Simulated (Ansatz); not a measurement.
## Electronic structure of TaN in real space

Input

```
crystal:
  lattice:
    - [0.0, 2.179, 2.179]
    - [2.179, 0.0, 2.179]
    - [2.179, 2.179, 0.0]
  atoms:
    - { symbol: Ta, position: [0.5028682882, 0.5028682882, 0.4971317118] }
    - { symbol: "N", position: [0.0, 0.0, 0.0] }
basis:
  ecutwfc: 420
kpoints:
  mp_grid: { grid: [18, 18, 18] }
hamiltonian:
  xc: pbe
scf:
  occupations: { method: gaussian, width: 0.15 }
output:
  forces: true
  stress: true
  eigenvalues: true
  write_density: true
  write_potential: true
  elf: true
  volumetric_format: npy
```

Launched as:

```sh
ansatz run input.yaml --threads 1 --pin off --max-ram 2560MiB --backend cpu --events-out ev --progress --plain --runs-dir out
```

Below, planes, directions and counts refer to the conventional cell (a = 3.08 Å, b = 3.08 Å, c = 4.36 Å, α = 90.00°, β = 90.00°, γ = 90.00°).

Space group I4mm; changed on purpose from its base cell (all Ta atoms moved +0.013 Å, as atom 1 along Cartesian [0 0 1]); computed pressure about 15 GPa in this cell.

Method: DFT PBE, scalar-relativistic, plane waves, PAW (Ansatz 0.2.0).

The density is the valence pseudo-density of a PAW calculation; it isn't the true density close to the nuclei.

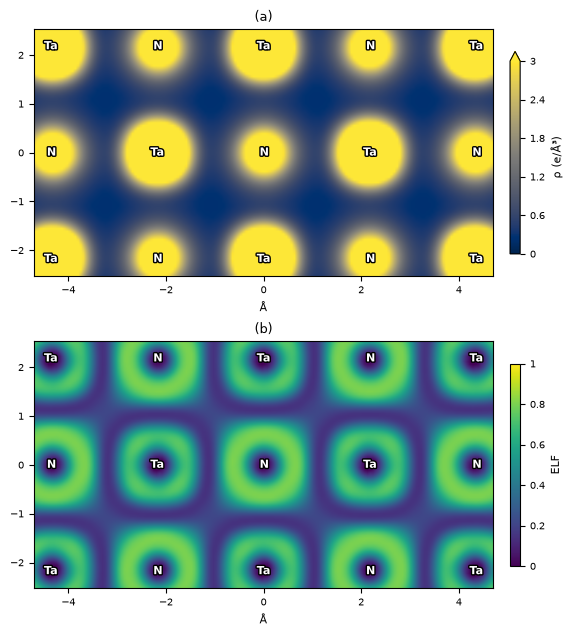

Figure 1. (a) valence charge density (pseudo); (b) electron localisation function on the (110) plane of the conventional cell.

Q: What do the fields say about this system?

A: The section cuts through Ta and N sites.
Ta–N (2.17 Å): the density is about 0.58 e/Å³ at the midpoint; the ELF peaks at about 0.80 in the valence shell of N, 0.6 Å from its nucleus, and is about 0.15 at the midpoint; no shared electron pair shows on this line.
Ta–Ta (3.08 Å): the density is about 0.25 e/Å³ at the midpoint; the ELF is about 0.20 at the midpoint; no shared electron pair shows on this line.
Between the atoms the lowest density in this plane is 0.24 e/Å³.
The features right at Ta lie inside the PAW spheres, where the map follows smoothed inner orbitals and isn't to be read closely.

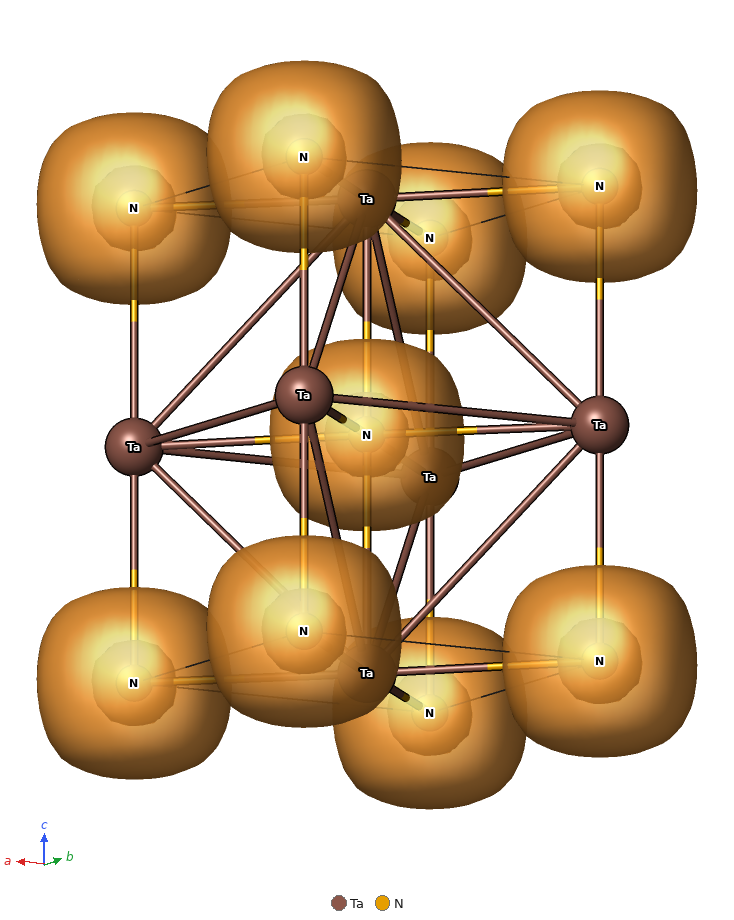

Figure 2. Isosurface of the ELF at 0.6 (orange), seen at an oblique angle. Core shells and regions of very low density are left out. Sticks mark near contacts.

Q: Where are the electrons localised?

A: At this value the surface marks out two regions wrapped around N (the valence shell of each), counted in one cell of 4 atoms. Regions shared between cells count once.

Q: Metal or insulator at this level of theory?

A: It is metallic or semimetallic at this level of theory: no gap opens; semilocal functionals without U, or without the true magnetic order, often close the gap of such compounds.
